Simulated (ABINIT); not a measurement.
## HfN: single-point calculation

The run: single-point calculation of HfN (Fm-3m, 2 atoms in the cell). Method and program: Kohn-Sham DFT of a periodic cell, PBEsol, JTH PAW PBE v2.0, no spin polarisation (ABINIT 10.8.3).

The structure derives from an entry of the Crystallography Open Database.

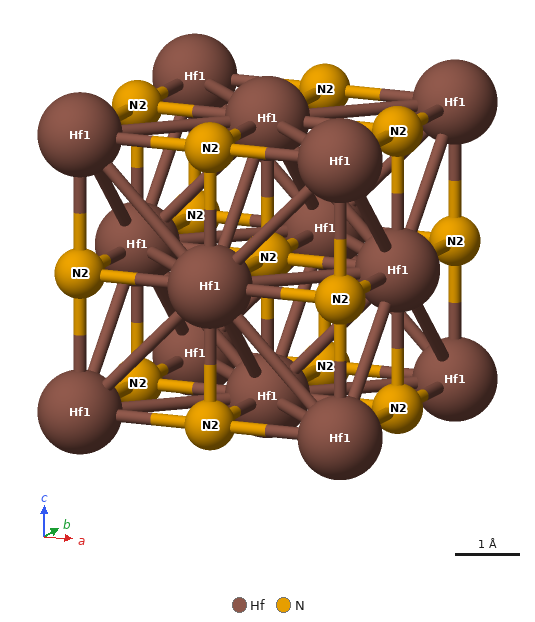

Figure 1. The structure (ball-and-stick view of the cell 4 times as large as that of the calculation, set on its symmetry axes, seen slightly off an axis; atoms are numbered from 1 in the order of the input). Near neighbours in the crystal (not all of them lie inside the picture): Hf has 12 Hf at 3.19 Å and 6 N at 2.26 Å; N has 6 Hf at 2.26 Å.

### The input
```
pp_dirpath "./"
pseudos "Hf.GGA_PBE-JTH.xml, N.GGA_PBE-JTH.xml"

acell 3*1.0
rprim
     0.0000000000     4.2632221372     4.2632221372
     4.2632221372     0.0000000000     4.2632221372
     4.2632221372     4.2632221372     0.0000000000
ntypat 2
znucl 72 7
natom 2
typat 1 2
xred
     0.0000000000     0.0000000000     0.0000000000
     0.5000000000     0.5000000000     0.5000000000

ecut 26.0
pawecutdg 48.0

kptopt 1
ngkpt 6 6 6
nshiftk 1
shiftk 0.0 0.0 0.0

ixc -116133

nband 13
occopt 3
tsmear 0.05 eV

nstep 100
tolvrs 1.0e-9

iomode 3
prtwf 0
prtden 0
prteig 0
prtebands 0
enunit 2
```

Launch command:
```bash
abinit run.abi > log 2>&1
```

### Log
```
.Version 10.8.3 of ABINIT
 Symmetries : space group Fm -3 m (#225); Bravais cF (face-center cubic)
================================================================================
 Values of the parameters that define the memory need of the present run
     intxc =       0    ionmov =       0      iscf =      17    lmnmax =      18
     lnmax =       6     mgfft =      30  mpssoang =       3    mqgrid =    3001
     natom =       2  nloc_mem =       2    nspden =       1   nspinor =       1
    nsppol =       1      nsym =      48    n1xccc =       1    ntypat =       2
    occopt =       3   xclevel =       2
       mpw =        1002          nfft =       27000          nkpt =          16
 PAW method is used; the additional fine FFT grid is defined by:
   mgfftf=        40    nfftf =     64000
================================================================================
================================================================================

--------------------------------------------------------------------------------
------------- Echo of variables that govern the present computation ------------
--------------------------------------------------------------------------------
 -outvars: echo values of preprocessed input variables --------
            acell      1.0000000000E+00  1.0000000000E+00  1.0000000000E+00 Bohr
              amu      1.78490000E+02  1.40067400E+01
             ecut      2.60000000E+01 Hartree
           enunit           2
              ixc     -116133
         kptrlatt        6    0    0      0    6    0      0    0    6
          kptrlen      3.61746394E+01
            natom           2
            nband          13
            ngfft          30      30      30
          ngfftdg          40      40      40
             nkpt          16
            nstep         100
             nsym          48
           ntypat           2
           occopt           3
        pawecutdg      4.80000000E+01 Hartree
         pawxcdev           0
           prtden           0
        prtebands           0
           prteig           0
            prtwf           0
            rprim      0.0000000000E+00  4.2632221372E+00  4.2632221372E+00
                       4.2632221372E+00  0.0000000000E+00  4.2632221372E+00
                       4.2632221372E+00  4.2632221372E+00  0.0000000000E+00
          spgroup         225
           tolvrs      1.00000000E-09
           tsmear      1.83746611E-03 Hartree
            typat      1  2
           useylm           1
           xangst      0.0000000000E+00  0.0000000000E+00  0.0000000000E+00
                       2.2559999985E+00  2.2559999985E+00  2.2559999985E+00
            xcart      0.0000000000E+00  0.0000000000E+00  0.0000000000E+00
                       4.2632221372E+00  4.2632221372E+00  4.2632221372E+00
             xred      0.0000000000E+00  0.0000000000E+00  0.0000000000E+00
                       5.0000000000E-01  5.0000000000E-01  5.0000000000E-01
            znucl       72.00000    7.00000

================================================================================

 chkinp: Checking input parameters for consistency.

================================================================================
== DATASET  1 ==================================================================

--- !DatasetInfo
iteration_state: {dtset: 1, }
dimensions: {natom: 2, nkpt: 16, mband: 13, nsppol: 1, nspinor: 1, nspden: 1, mpw: 1002, }
cutoff_energies: {ecut:  26.0, pawecutdg:  48.0, }
electrons: {nelect:   1.70000000E+01, charge:   0.00000000E+00, occopt:   3.00000000E+00, tsmear:   1.83746611E-03, }
meta: {optdriver: 0, ionmov: 0, optcell: 0, iscf: 17, paral_kgb: 0, }
...

 Real(R)+Recip(G) space primitive vectors, cartesian coordinates (Bohr,Bohr^-1):
 R(1)=  0.0000000  4.2632221  4.2632221  G(1)= -0.1172822  0.1172822  0.1172822
 R(2)=  4.2632221  0.0000000  4.2632221  G(2)=  0.1172822 -0.1172822  0.1172822
 R(3)=  4.2632221  4.2632221  0.0000000  G(3)=  0.1172822  0.1172822 -0.1172822
 Unit cell volume ucvol=  1.5496866E+02 bohr^3
 Angles (23,13,12)=  6.00000000E+01  6.00000000E+01  6.00000000E+01 degrees

 Coarse grid specifications (used for wave-functions):

 getcut: wavevector=  0.0000  0.0000  0.0000  ngfft=  30  30  30
         ecut(hartree)=     26.000   => boxcut(ratio)=   2.17019

 Fine grid specifications (used for densities):

 getcut: wavevector=  0.0000  0.0000  0.0000  ngfft=  40  40  40
         ecut(hartree)=     48.000   => boxcut(ratio)=   2.12726

--- Pseudopotential description ------------------------------------------------
- pspini: atom type   1  psp file is ./Hf.GGA_PBE-JTH.xml
 Pseudopotential format is: paw10
 basis_size (lnmax)=  6 (lmn_size= 18), orbitals=   0   0   1   1   2   2
 Spheres core radius: rc_sph= 2.41119446
 Shapefunction is SIN type: shapef(r)=[sin(pi*r/rshp)/(pi*r/rshp)]**2
 Radius for shape functions =  2.41119446
 Compensation charge density is not taken into account in XC energy/potential

- pspini: atom type   2  psp file is ./N.GGA_PBE-JTH.xml
 Pseudopotential format is: paw10
 basis_size (lnmax)=  4 (lmn_size=  8), orbitals=   0   0   1   1
 Spheres core radius: rc_sph= 1.20497474
 Shapefunction is SIN type: shapef(r)=[sin(pi*r/rshp)/(pi*r/rshp)]**2
 Radius for shape functions =  1.00243812
 Compensation charge density is not taken into account in XC energy/potential

   1.63067352E+03                                ecore*ucvol(ha*bohr**3)
--------------------------------------------------------------------------------

================================================================================

--- !BeginCycle
iteration_state: {dtset: 1, }
solver: {iscf: 17, nstep: 100, nline: 4, wfoptalg: 10, }
tolerances: {tolvrs: 1.00E-09, }
...

     iter   Etot(hartree)      deltaE(h)  residm     nres2
 ETOT  1  -58.350760775243    -5.835E+01 3.928E+00 3.694E+00
 ETOT  2  -60.258682069284    -1.908E+00 7.824E-02 1.898E+01
 ETOT  3  -60.239413324856     1.927E-02 4.077E-02 8.974E+00
 ETOT  4  -60.219982463068     1.943E-02 6.111E-03 5.201E-01
 ETOT  5  -60.221948708931    -1.966E-03 1.552E-03 1.785E-01
 ETOT  6  -60.221713001447     2.357E-04 3.935E-02 5.764E-02
 ETOT  7  -60.221604839525     1.082E-04 3.379E-03 3.023E-02
 ETOT  8  -60.221590410683     1.443E-05 8.235E-04 3.155E-03
 ETOT  9  -60.221586576807     3.834E-06 6.275E-05 5.346E-04
 ETOT 10  -60.221585341454     1.235E-06 2.211E-05 1.296E-04
 ETOT 11  -60.221585417756    -7.630E-08 9.006E-06 1.212E-04
 ETOT 12  -60.221585263624     1.541E-07 1.422E-05 1.099E-05
 ETOT 13  -60.221585264596    -9.724E-10 5.370E-06 2.845E-06
 ETOT 14  -60.221585260831     3.765E-09 9.096E-06 1.931E-07
 ETOT 15  -60.221585260951    -1.207E-10 3.460E-06 4.169E-08
 ETOT 16  -60.221585260952    -7.034E-13 5.786E-06 1.723E-08
 ETOT 17  -60.221585260937     1.536E-11 2.177E-06 4.664E-09
 ETOT 18  -60.221585260935     1.542E-12 3.671E-06 2.515E-09
 ETOT 19  -60.221585260932     3.091E-12 1.370E-06 1.886E-10

 At SCF step   19       nres2   =  1.89E-10 < tolvrs=  1.00E-09 =>converged.

 Cartesian components of stress tensor (hartree/bohr^3)
  sigma(1 1)=  1.17005674E-04  sigma(3 2)=  0.00000000E+00
  sigma(2 2)=  1.17005674E-04  sigma(3 1)=  0.00000000E+00
  sigma(3 3)=  1.17005674E-04  sigma(2 1)=  0.00000000E+00

--- !ResultsGS
iteration_state: {dtset: 1, }
comment   : Summary of ground state results
lattice_vectors:
- [  0.0000000,   4.2632221,   4.2632221, ]
- [  4.2632221,   0.0000000,   4.2632221, ]
- [  4.2632221,   4.2632221,   0.0000000, ]
lattice_lengths: [   6.02911,    6.02911,    6.02911, ]
lattice_angles: [ 60.000,  60.000,  60.000, ] # degrees, (23, 13, 12)
lattice_volume:   1.5496866E+02
convergence: {deltae:  3.091E-12, res2:  1.886E-10, residm:  1.370E-06, diffor: null, }
etotal    :  -6.02215853E+01
entropy   :   0.00000000E+00
fermie    :   8.90550397E-02
cartesian_stress_tensor: # hartree/bohr^3
- [  1.17005674E-04,   0.00000000E+00,   0.00000000E+00, ]
- [  0.00000000E+00,   1.17005674E-04,   0.00000000E+00, ]
- [  0.00000000E+00,   0.00000000E+00,   1.17005674E-04, ]
pressure_GPa:  -3.4424E+00
xred      :
- [  0.0000E+00,   0.0000E+00,   0.0000E+00, Hf]
- [  5.0000E-01,   5.0000E-01,   5.0000E-01,  N]
cartesian_forces: # hartree/bohr
- [ -0.00000000E+00,  -0.00000000E+00,  -0.00000000E+00, ]
- [ -0.00000000E+00,  -0.00000000E+00,  -0.00000000E+00, ]
force_length_stats: {min:   0.00000000E+00, max:   0.00000000E+00, mean:   0.00000000E+00, }
...

 Integrated electronic density in atomic spheres:
 ------------------------------------------------
 Atom  Sphere_radius  Integrated_density
    1        2.41119          9.69041093
    2        1.20497          2.56038374

================================================================================

 ----iterations are completed or convergence reached----

 Mean square residual over all n,k,spin=   86.238E-10; max=  13.703E-07
 reduced coordinates (array xred) for    2 atoms
       0.000000000000      0.000000000000      0.000000000000
       0.500000000000      0.500000000000      0.500000000000
 rms dE/dt=  0.0000E+00; max dE/dt=  0.0000E+00; dE/dt below (all hartree)
    1       0.000000000000      0.000000000000      0.000000000000
    2       0.000000000000      0.000000000000      0.000000000000

 cartesian coordinates (angstrom) at end:
    1      0.00000000000000     0.00000000000000     0.00000000000000
    2      2.25599999849293     2.25599999849293     2.25599999849293

 cartesian forces (hartree/bohr) at end:
    1     -0.00000000000000    -0.00000000000000    -0.00000000000000
    2     -0.00000000000000    -0.00000000000000    -0.00000000000000
 frms,max,avg= 0.0000000E+00 0.0000000E+00   0.000E+00  0.000E+00  0.000E+00 h/b

 cartesian forces (eV/Angstrom) at end:
    1     -0.00000000000000    -0.00000000000000    -0.00000000000000
    2     -0.00000000000000    -0.00000000000000    -0.00000000000000
 frms,max,avg= 0.0000000E+00 0.0000000E+00   0.000E+00  0.000E+00  0.000E+00 e/A
 length scales=  1.000000000000  1.000000000000  1.000000000000 bohr
              =  0.529177210544  0.529177210544  0.529177210544 angstroms
 Fermi (or HOMO) energy (hartree) =   0.08906   Average Vxc (hartree)=  -0.47988
 Eigenvalues (hartree) for nkpt=  16  k points:
 kpt#   1, nband= 13, wtk=  0.00463, kpt=  0.0000  0.0000  0.0000 (reduced coord)
  -2.21923   -1.05737   -1.05737   -1.05737   -0.55750   -0.02559   -0.02559   -0.02559
   0.06954    0.06954    0.06954    0.15143    0.15518
      occupation numbers for kpt#   1
   2.00000    2.00000    2.00000    2.00000    2.00000    2.00000    2.00000    2.00000
   1.99995    1.99995    1.99995    0.00000    0.00000
 prteigrs : prtvol=0 or 1, do not print more k-points.

 Fermi (or HOMO) energy (eV) =   2.42331   Average Vxc (eV)= -13.05821
 Eigenvalues (   eV  ) for nkpt=  16  k points:
 kpt#   1, nband= 13, wtk=  0.00463, kpt=  0.0000  0.0000  0.0000 (reduced coord)
 -60.38842  -28.77261  -28.77261  -28.77261  -15.17025   -0.69636   -0.69636   -0.69636
   1.89240    1.89240    1.89240    4.12073    4.22254
 prteigrs : prtvol=0 or 1, do not print more k-points.

--- !EnergyTerms
iteration_state     : {dtset: 1, }
comment             : Components of total free energy in Hartree
kinetic             :  1.13708415029721E+01
hartree             :  6.02666151538199E+00
xc                  : -1.17106754302213E+01
Ewald energy        : -5.31059376899904E+01
psp_core            :  1.05226017877148E+01
local_psp           : -4.35835523690981E+00
PAW spherical_terms : -1.89666411077805E+01
internal            : -6.02215046588332E+01
'-kT*entropy'       : -8.23925872845900E-05
total_energy        : -6.02215870514205E+01
total_energy_eV     : -1.63871286560217E+03
...

--- !EnergyTermsDC
iteration_state     : {dtset: 1, }
comment             : '"Double-counting" decomposition of free energy'
band_energy         : -1.25855018888217E+01
Ewald energy        : -5.31059376899904E+01
psp_core            :  1.05226017877148E+01
xc_dc               : -1.05008106129530E+01
PAW spherical_terms :  5.44814553570549E+00
internal            : -6.02215028683448E+01
'-kT*entropy'       : -8.23925872845900E-05
total_energy_dc     : -6.02215852609321E+01
total_energy_dc_eV  : -1.63871281688050E+03
...

--- !EnergyTermsWithPAWCore
iteration_state     : {dtset: 1, }
comment             : 'Components of total free energy, including PAW core contributions'
Total energy        : -1.51286915867661E+04
Total energy DC     : -1.51286915849756E+04
Total energy (eV)   : -4.11672670163815E+05
Total energy DC (eV): -4.11672670115094E+05
...

 Cartesian components of stress tensor (hartree/bohr^3)
  sigma(1 1)=  1.17005674E-04  sigma(3 2)=  0.00000000E+00
  sigma(2 2)=  1.17005674E-04  sigma(3 1)=  0.00000000E+00
  sigma(3 3)=  1.17005674E-04  sigma(2 1)=  0.00000000E+00

-Cartesian components of stress tensor (GPa)         [Pressure= -3.4424E+00 GPa]
- sigma(1 1)=  3.44242578E+00  sigma(3 2)=  0.00000000E+00
- sigma(2 2)=  3.44242578E+00  sigma(3 1)=  0.00000000E+00
- sigma(3 3)=  3.44242578E+00  sigma(2 1)=  0.00000000E+00

== END DATASET(S) ==============================================================
================================================================================

 -outvars: echo values of variables after computation  --------
            acell      1.0000000000E+00  1.0000000000E+00  1.0000000000E+00 Bohr
           etotal     -6.0221585261E+01
            fcart     -0.0000000000E+00 -0.0000000000E+00 -0.0000000000E+00
                      -0.0000000000E+00 -0.0000000000E+00 -0.0000000000E+00
            rprim      0.0000000000E+00  4.2632221372E+00  4.2632221372E+00
                       4.2632221372E+00  0.0000000000E+00  4.2632221372E+00
                       4.2632221372E+00  4.2632221372E+00  0.0000000000E+00
           strten      1.1700567396E-04  1.1700567396E-04  1.1700567396E-04
                       0.0000000000E+00  0.0000000000E+00  0.0000000000E+00
           xangst      0.0000000000E+00  0.0000000000E+00  0.0000000000E+00
                       2.2559999985E+00  2.2559999985E+00  2.2559999985E+00
             xred      0.0000000000E+00  0.0000000000E+00  0.0000000000E+00
                       5.0000000000E-01  5.0000000000E-01  5.0000000000E-01
 Calculation completed.
```

### Results in brief

| quantity | value |
| --- | --- |
| outcome | converged |
| space group (tolerance 0.01 Å) | Fm-3m (225) |
| electrons treated | 17 |
| free energy | −1638.7128 eV |
| Fermi energy | 2.423 eV |
| gap on the k-point mesh | none (metallic) |
| pressure | −3.44 GPa |
| largest force (length of the vector) | under 0.001 eV/Å |
| hardware | 1 thread of Arm Neoverse V1, 24 GiB of memory available, shared host |
| wall time | 21 s |
| peak memory | 0.11 GiB |

Spin–orbit coupling is left out, which matters for Hf. The cell holds an odd number of electrons but the run has no spin polarisation, so it comes out as a metal.
